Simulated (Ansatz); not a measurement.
Given this structure:

```
Ge
1.0
     5.14702    0.00000    0.00000
     0.00000    5.14702    0.00000
     0.00000    0.00000    2.81864
Ge
4
Direct
  0.50000 0.50000 0.50000
  0.50000 0.00000 0.75000
  0.00000 0.00000 0.00000
  0.00000 0.50000 0.25000
```

Q: Say what kind of structure these coordinates give.

A: The element is germanium. Its lattice is body-centred tetragonal, its space group I4_1/amd (No. 141). This arrangement goes by the name β-tin type. The cell holds four atoms. Around each Ge lie six Ge at 2.67 to 2.82 Å. The bonds build a three-dimensional framework.

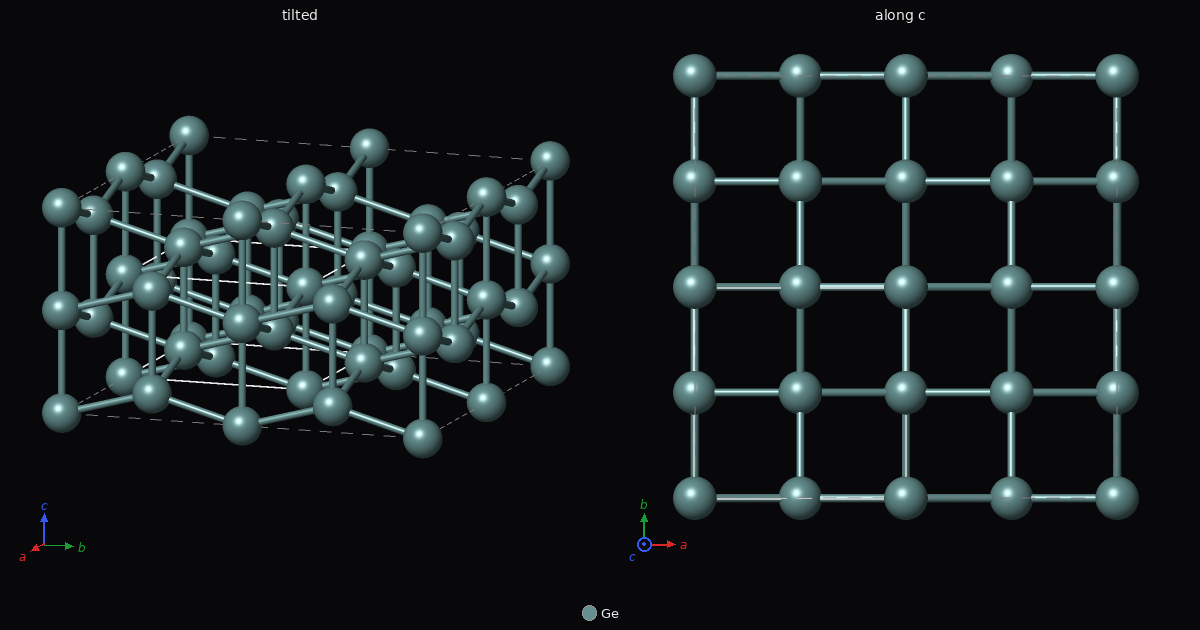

Ball-and-stick representation of a periodic structure, projected slightly off an axis and along the c axis. The conventional unit cell (solid box) is repeated to 2×2×2 cells.

The structure was taken from a structure listed in the Materials Project. Earlier steps of the study, as a rule a relaxation of our own, may have changed the cell and positions, so they can lie some per cent off the listed ones. It was run through Ansatz as a DFT input.
